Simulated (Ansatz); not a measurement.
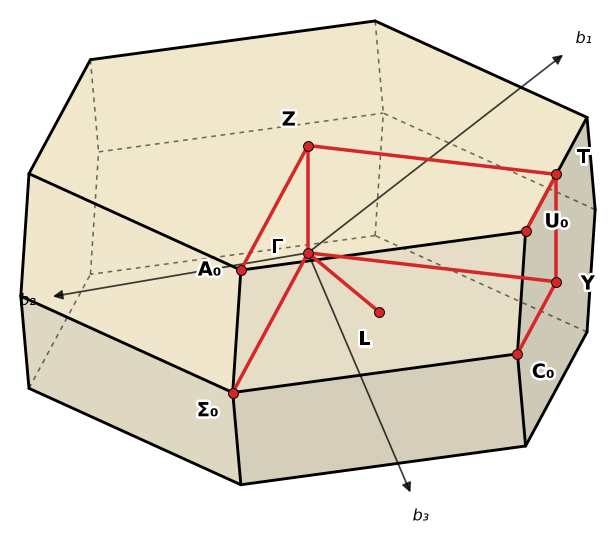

For Rh, coordinates from a relaxation with Ansatz, DFT PBEsol, scalar-relativistic, plane waves, PAW; the starting structure was generated, so it need not be a known form of this composition: the figure shows the first Brillouin zone with its special points and a band path. Geometry calculated from the standardised cell; symmetry tolerance 0.002 Å.

Labels and path follow the convention of Hinuma et al. (2017), as computed by seekpath; the arrows show the directions of the reciprocal primitive vectors b₁, b₂, b₃.

### Name the Bravais lattice of the crystal.

A face-centred orthorhombic lattice (oF; extended symbol oF1). The zone is an elongated dodecahedron in its combinatorial type: 12 faces (8 with 4 edges, 4 with 6 edges), 28 edges, 18 vertices.

### Write the standard path through the labelled points.

Γ–Y–T–Z–Γ–Σ₀ | U₀–T | Y–C₀ | A₀–Z | Γ–L
